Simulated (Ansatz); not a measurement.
The structure in question:

```cif
data_structure
_symmetry_space_group_name_H-M 'P -1'
_symmetry_Int_Tables_number 2
_cell_length_a 4.0491
_cell_length_b 4.0491
_cell_length_c 9.9266
_cell_angle_alpha 91.165
_cell_angle_beta 91.173
_cell_angle_gamma 119.997
_cell_volume 140.83
loop_
_atom_site_label
_atom_site_type_symbol
_atom_site_symmetry_multiplicity
_atom_site_Wyckoff_symbol
_atom_site_fract_x
_atom_site_fract_y
_atom_site_fract_z
_atom_site_occupancy
Al1 Al 2 i 0.37500 0.70833 0.41667 1
Al2 Al 2 i 0.97500 0.97500 0.75000 1
Al3 Al 2 i 0.67500 0.34167 0.08333 1
Cu1 Cu 2 i 0.70000 0.36667 0.33333 1
Cu2 Cu 1 a 0.00000 0.00000 0.00000 1
```

> Interpret the file: composition, symmetry and coordination.

It has the composition Al$_{2}$Cu. It belongs to space group P-1 (No. 2) and has a primitive triclinic lattice. The cell comprises 3 formula units: 6 Al, 3 Cu. Neighbours within bonding distance: Al 4 to 5 (mean 4.3) and Cu 8.

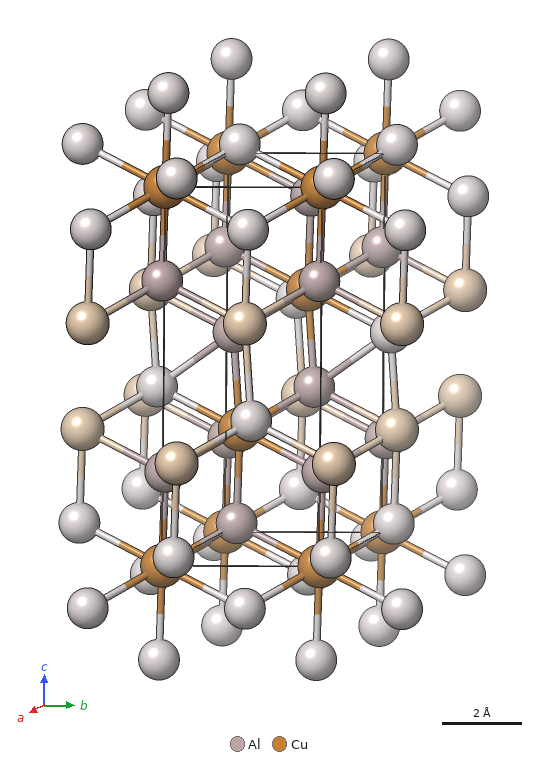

Ball-and-stick representation of a periodic structure, projected slightly off an axis. The lines enclose the conventional unit cell; boundary atoms appear with their images. Atoms outside the box are added where they are bonded to one inside, in fainter colours.

The structure comes from a structure listed in the Materials Project. The cell was then strained or its atoms displaced on purpose. A calculation with Ansatz used it as input.
